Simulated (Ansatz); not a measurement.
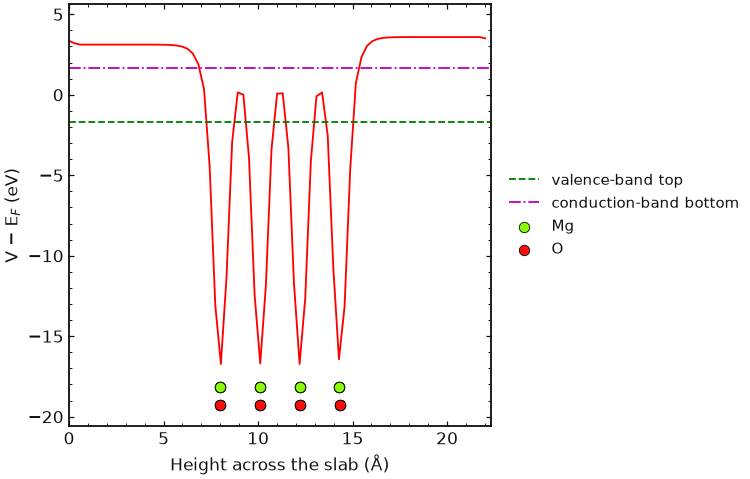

Plane-averaged electrostatic potential energy of an electron across the slab; circles at the bottom mark the heights of the atoms (positions after relaxation).

The material is a (100) slab cut from MgO (Fm-3m), ended by MgO planes, 32 atoms in the cell.

Method: DFT PBE+D3(BJ), scalar-relativistic, plane waves, PAW, no spin polarisation, 3×3×1 k mesh (Ansatz).

### What are the ionisation potential and the electron affinity of the slab?

From the vacuum level at the right face the ionisation potential is 5.27 eV and the electron affinity 1.90 eV; at the left face they are 4.80 and 1.43 eV. The slab's gap, their difference before rounding, is 3.37 eV.

### Do the two faces differ, and what does that say about the slab's dipole?

The vacuum level is 0.47 eV higher at the right than at the left, so the slab carries a dipole along its normal; the ramp in the vacuum, at or near the edge of the plot, is the dipole correction that keeps each side flat. Some atoms were held fixed in the relaxation, which can itself make the faces differ.

### How thick are slab and vacuum?

The outermost atoms are 6.4 Å apart, which leaves 16.0 Å of vacuum in a cell 22.3 Å high.
